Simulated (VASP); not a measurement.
## GaN: time-dependent DFT spectra

Wanted: excitation energies of GaN from time-dependent DFT. No run with exact exchange ended well, so the account stays semilocal. The cell is of the zinc-blende type, one of the forms listed for this formula. The start is a computed cell from the Materials Project.

Calculated with VASP 6.6.1; LDA; plane waves and PAW (Ga_d, N), in the first sound run; inputs show where later runs differ.

## Step 1: The starting structure

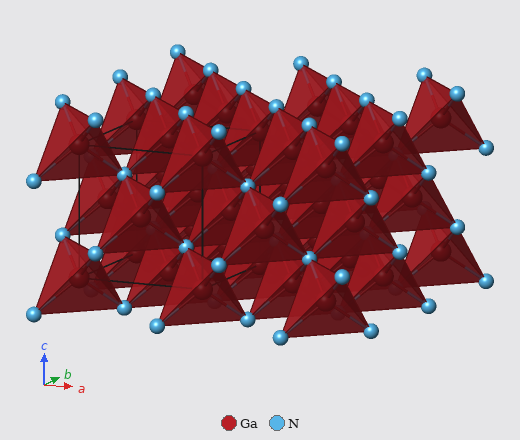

The cell as given, from a free direction (gallium red, nitrogen blue). 2×2×1 cells are drawn. This picture shows the conventional cell, with its axes. Some periodic images of atoms are drawn too.

Coordinates:

```
Ga N
1.0
     0.00000    2.25350    2.25350
     2.25350    0.00000    2.25350
     2.25350    2.25350    0.00000
Ga N
1 1
Direct
  0.00000 0.00000 0.00000
  0.25000 0.25000 0.25000
```

## Step 2: Ground state at LDA

The orbitals come from a self-consistent LDA run. EDIFF is tight for accurate orbitals, and a narrow smearing avoids fractional occupations.

Contents of INCAR:

```
SYSTEM = GaN
PREC = Accurate
ENCUT = 420
EDIFF = 1E-08
NELM = 100
ISMEAR = 0
SIGMA = 0.01
LREAL = .FALSE.
ALGO = Normal
GGA = CA
NBANDS = 15
LORBIT = 11
LWAVE = .TRUE.
LCHARG = .FALSE.
KPAR = 4
```

Contents of POSCAR:

```
GaN
1.0
    0.0000000000      2.2535006075      2.2535006075
    2.2535006075      0.0000000000      2.2535006075
    2.2535006075      2.2535006075      0.0000000000
Ga N
1 1
Direct
    0.0000000000      0.0000000000      0.0000000000
    0.2500000000      0.2500000000      0.2500000000
```

Contents of KPOINTS:

```
Automatic mesh
0
Gamma
6 6 6
0 0 0
```

Potentials, in the order of the species: Ga_d and N (PBE family, release 64).

Started as:

```
$ mpirun -np 4 vasp_std
```

The program printed:

```text
[banner, memory and clock lines left out]
running    4 mpi-ranks, on    1 nodes
 distrk:  each k-point on    1 cores,    4 groups
 distr:  one band on    1 cores,    1 groups

 POSCAR found type information on POSCAR GaN
 POSCAR found :  2 types and       2 ions
|                                                                             |
|               ----> ADVICE to this user running VASP <----                  |
|                                                                             |
|     You enforced a specific xc type in the INCAR file but a different       |
|     [... a line on the potential file left out ...]
|     I HOPE YOU KNOW WHAT YOU ARE DOING!                                     |
|                                                                             |

 LDA part: xc-table for (Slater(with rela. corr.)+CA(PZ))
 , standard interpolation
 POSCAR, INCAR and KPOINTS ok, starting setup
 FFT: planning ... GRIDC
 FFT: planning ... GRID_SOFT
 FFT: planning ... GRID
 WAVECAR not read
 entering main loop
       N       E                     dE             d eps       ncg     rms          rms(c)
DAV:   1     0.626834005899E+02    0.62683E+02   -0.84952E+03   543   0.189E+03
DAV:   2    -0.116067074094E+02   -0.74290E+02   -0.69402E+02   536   0.279E+02
DAV:   3    -0.158108680912E+02   -0.42042E+01   -0.41881E+01   529   0.635E+01
DAV:   4    -0.158581173391E+02   -0.47249E-01   -0.47238E-01   641   0.701E+00
DAV:   5    -0.158588563553E+02   -0.73902E-03   -0.73901E-03   529   0.796E-01    0.725E+00
DAV:   6    -0.140394779463E+02    0.18194E+01   -0.47847E+00   720   0.432E+01    0.277E+00
DAV:   7    -0.140145657903E+02    0.24912E-01   -0.25733E-01   529   0.592E+00    0.175E+00
DAV:   8    -0.139913295193E+02    0.23236E-01   -0.70730E-02   515   0.260E+00    0.752E-01
DAV:   9    -0.139878023900E+02    0.35271E-02   -0.10626E-02   648   0.204E+00    0.241E-01
DAV:  10    -0.139880004019E+02   -0.19801E-03   -0.12570E-03   575   0.461E-01    0.177E-01
DAV:  11    -0.139879143842E+02    0.86018E-04   -0.26720E-04   756   0.336E-01    0.385E-02
DAV:  12    -0.139879150636E+02   -0.67946E-06   -0.18489E-05   515   0.399E-02    0.139E-02
DAV:  13    -0.139879153089E+02   -0.24530E-06   -0.24773E-06   613   0.149E-02    0.174E-02
DAV:  14    -0.139879150502E+02    0.25873E-06   -0.47890E-07   536   0.587E-03    0.323E-03
DAV:  15    -0.139879150449E+02    0.52510E-08   -0.31489E-08   564   0.163E-03
   1 F= -.13987915E+02 E0= -.13987915E+02  d E =-.272879E-27
 writing wavefunctions
```

Elapsed: 2.8 s, on 4 MPI ranks of Intel Xeon Platinum 8259CL at 2.50GHz (Skylake/Cascade Lake), shared host; peak memory 0.47 GiB.

Lines that name or quote the potential files are left out of all logs, and their timing lines are given in words.

Parts of OUTCAR (step 2):

```text
ion  position               nearest neighbor table
   1  0.000  0.000  0.000-   2 1.95   2 1.95   2 1.95   2 1.95
   2  0.250  0.250  0.250-   1 1.95   1 1.95   1 1.95   1 1.95

  LATTYP: Found a face centered cubic cell.
 ALAT       =     4.5070012150

 Subroutine GETGRP returns: Found 24 space group operations
 (whereof 24 operations were pure point group operations)

The static configuration has the point symmetry T_d .

 Found     16 irreducible k-points:

   k-points           NKPTS =     16   k-points in BZ     NKDIM =     16   number of bands    NBANDS=     15

   dimension x,y,z NGX =    24 NGY =   24 NGZ =   24
   dimension x,y,z NGXF=    48 NGYF=   48 NGZF=   48

   ENCUT  =  420.0 eV  30.87 Ry    5.56 a.u.   5.33  5.33  5.33*2*pi/ulx,y,z

   NELECT =      18.0000    total number of electrons

 k-points in reciprocal lattice and weights: Automatic mesh
   0.00000000  0.00000000  0.00000000       0.005
   0.16666667  0.00000000  0.00000000       0.037
   0.33333333  0.00000000  0.00000000       0.037
   0.50000000  0.00000000  0.00000000       0.019
   0.16666667  0.16666667  0.00000000       0.028
   0.33333333  0.16666667  0.00000000       0.111
   0.50000000  0.16666667  0.00000000       0.111
  -0.33333333  0.16666667  0.00000000       0.111
  -0.16666667  0.16666667  0.00000000       0.056
[...]
-0.33333333  0.33333333  0.16666667       0.111
  -0.33333333  0.50000000  0.16666667       0.056

 average (electrostatic) potential at core
       1 -63.2174       2 -62.1502

 E-fermi :   5.0216

 k-point     1 :       0.0000    0.0000    0.0000
  band No.  band energies     occupation
    ...
      5      -8.1881      2.00000
      6      -8.1881      2.00000
      7       4.9481      2.00000
      8       4.9481      2.00000
      9       4.9481      2.00000
     10       6.6810      0.00000
     11      15.0605      0.00000
     12      15.0605      0.00000
     13      15.0605      0.00000
     14      22.2651      0.00000
    ...

 k-point     2 :       0.1667    0.0000    0.0000
  band No.  band energies     occupation
    ...
      5      -8.1897      2.00000
      6      -8.1897      2.00000
      7       2.6662      2.00000
      8       4.6725      2.00000
      9       4.6725      2.00000
     10       8.2524      0.00000
     11      14.0195      0.00000
     12      15.4218      0.00000
     13      15.4218      0.00000
     14      21.5314      0.00000
    ...

 k-point     3 :       0.3333    0.0000    0.0000
  band No.  band energies     occupation
    ...
      5      -8.1670      2.00000
      6      -7.6825      2.00000
      7      -0.4494      2.00000
      8       4.1831      2.00000
      9       4.1831      2.00000
     10       9.3320      0.00000
     11      13.4361      0.00000
     12      15.4151      0.00000
     13      15.4151      0.00000
     14      20.3605      0.00000
    ...

  Total       -1.1346480     -1.1346480     -1.1346480     -0.0000000      0.0000000      0.0000000
  in kB      -79.4270990    -79.4270990    -79.4270990     -0.0000000      0.0000000      0.0000000
  external PRESSURE =     -79.4270990 kB  Pullay stress =       0.0000000 kB

  energy-cutoff  :      420.00
  volume of cell :       22.89
      direct lattice vectors                 reciprocal lattice vectors
     0.000000000  2.253500607  2.253500607    -0.221877020  0.221877020  0.221877020
     2.253500607  0.000000000  2.253500607     0.221877020 -0.221877020  0.221877020
     2.253500607  2.253500607  0.000000000     0.221877020  0.221877020 -0.221877020

 POSITION                                       TOTAL-FORCE (eV/Angst)
 -----------------------------------------------------------------------------------
      0.00000      0.00000      0.00000         0.000000     -0.000000      0.000000
      1.12675      1.12675      1.12675        -0.000000      0.000000     -0.000000
 -----------------------------------------------------------------------------------
    total drift:                                0.000002      0.000002      0.000002

  FREE ENERGIE OF THE ION-ELECTRON SYSTEM (eV)
  ---------------------------------------------------
  free  energy   TOTEN  =       -13.9879150449 eV

  energy  without entropy=      -13.9879150449  energy(sigma->0) =      -13.98791504

 total charge
# of ion       s       p       d       tot
------------------------------------------
    1        0.794   0.899  10.179  11.871
    2        1.216   2.478   0.000   3.694
--------------------------------------------------
tot          2.009   3.378  10.179  15.565

[... 3 further parts left out ...]
```

The gap is read on the k-mesh alone, so it is an upper bound where the band edges lie off the mesh. The PAW data sets were made with PBE, though LDA sets exist; this is a small mismatch.

A gap read on the k-mesh alone can miss the band edges.

This step gave:

```
free energy (TOTEN)            : -13.99 eV
Fermi energy                   : 5.022 eV
pressure                       : -7.943 GPa
gap on the k-mesh              : 1.733 eV
least direct gap on the k-mesh : 1.733 eV
```

## Step 3: Empty bands

ALGO = Exact diagonalises the converged Hamiltonian in one step, and LOPTICS writes the k-derivatives of the orbitals (WAVEDER), which give the transition dipoles.

Contents of INCAR:

```
SYSTEM = GaN
PREC = Accurate
ENCUT = 420
ISMEAR = 0
SIGMA = 0.01
LREAL = .FALSE.
GGA = CA
NBANDS = 28
ALGO = Exact
NELM = 1
LWAVE = .TRUE.
LCHARG = .FALSE.
LOPTICS = .TRUE.
NEDOS = 1000
CSHIFT = 0.1
```

POSCAR is that of step 2.

KPOINTS is that of step 2.

Started as:

```
$ mpirun -np 4 vasp_std
```

The program printed:

```text
[banner, memory and clock lines left out]
running    4 mpi-ranks, on    1 nodes
 distrk:  each k-point on    4 cores,    1 groups
 distr:  one band on    1 cores,    4 groups

 POSCAR found type information on POSCAR GaN
 POSCAR found :  2 types and       2 ions
 [... a notice as in an earlier step ...]

 LDA part: xc-table for (Slater(with rela. corr.)+CA(PZ))
 , standard interpolation
 found WAVECAR, reading the header
  number of bands has changed, file:    15 present:    28
  trying to continue reading WAVECAR, but it might fail
 POSCAR, INCAR and KPOINTS ok, starting setup
 FFT: planning ... GRIDC
 FFT: planning ... GRID_SOFT
 FFT: planning ... GRID
 reading WAVECAR
 random initialization beyond band           15
 the WAVECAR file was read successfully
 initial charge from wavefunction
 entering main loop
       N       E                     dE             d eps       ncg     rms          rms(c)
DIA:   1    -0.139879150445E+02   -0.13988E+02    0.00000E+00     0   0.000E+00
   1 F= -.13987915E+02 E0= -.13987915E+02  d E =-.375580E-11
 writing wavefunctions
 optical routines
 imaginary and real dielectric function
 recalculating local potential from charge density
 direction            1
 direction            2
 direction            3
```

Run time: 3 s. Hardware: 4 MPI ranks; peak memory 0.49 GiB.

From OUTCAR (step 3):

```text
The static configuration has the point symmetry T_d .

 Found     16 irreducible k-points:

   k-points           NKPTS =     16   k-points in BZ     NKDIM =     16   number of bands    NBANDS=     28

   NELECT =      18.0000    total number of electrons

 E-fermi :   4.9891

 k-point     2 :       0.1667    0.0000    0.0000
  band No.  band energies     occupation
    ...
      5      -8.1897      2.00000
      6      -8.1897      2.00000
      7       2.6661      2.00000
      8       4.6725      2.00000
      9       4.6725      2.00000
     10       8.2524      0.00000
     11      14.0195      0.00000
     12      15.4218      0.00000
     13      15.4218      0.00000
     14      21.5314      0.00000
    ...

 k-point     3 :       0.3333    0.0000    0.0000
  band No.  band energies     occupation
    ...
      5      -8.1670      2.00000
      6      -7.6825      2.00000
      7      -0.4494      2.00000
      8       4.1831      2.00000
      9       4.1831      2.00000
     10       9.3320      0.00000
     11      13.4360      0.00000
     12      15.4151      0.00000
     13      15.4151      0.00000
     14      20.3605      0.00000
    ...

  Total       -1.1342025     -1.1342025     -1.1342025      0.0000000     -0.0000000     -0.0000000
  in kB      -79.3959130    -79.3959130    -79.3959130      0.0000000     -0.0000000     -0.0000000
  external PRESSURE =     -79.3959130 kB  Pullay stress =       0.0000000 kB

 POSITION                                       TOTAL-FORCE (eV/Angst)
 -----------------------------------------------------------------------------------
      0.00000      0.00000      0.00000        -0.000000     -0.000000     -0.000000
      1.12675      1.12675      1.12675         0.000000      0.000000      0.000000
 -----------------------------------------------------------------------------------
    total drift:                                0.000002      0.000002      0.000002

  FREE ENERGIE OF THE ION-ELECTRON SYSTEM (eV)
  ---------------------------------------------------
  free  energy   TOTEN  =       -13.9879150445 eV

  energy  without entropy=      -13.9879150445  energy(sigma->0) =      -13.98791504

 plasma frequency squared (from intraband transitions) (eV^2)
  --------------------------------------------------------------------------------------
       0.000      -0.000       0.000
      -0.000       0.000      -0.000
       0.000      -0.000       0.000

[... 8 parts as in an earlier step ...]

[... 4 further parts left out ...]
```

WAVECAR now holds 28 bands for 18 electrons. Its independent-particle dielectric tensor has xx, yy, zz = 7.1, 7.1, 7.1 on this mesh, which isn't tested for convergence in mesh or bands and lacks local fields.

[end of part 1 of 2]

[Lines on the potential files, build, host, timing and source positions are cut from VASP's logs without a mark.]

[Logs are printed without paths, hosts, clocks, repeated set-up lines and the standing remarks that a program may print on its own settings, such as how far it seeks lower states.]

[Hosts, paths, dates, database ids (printed as entryN), source tags and the programs' standing remarks are cut or masked in the printed files.]

[Pressures printed for these runs are not shown converged in the cutoff: they can be off by several GPa and have the wrong sign.]
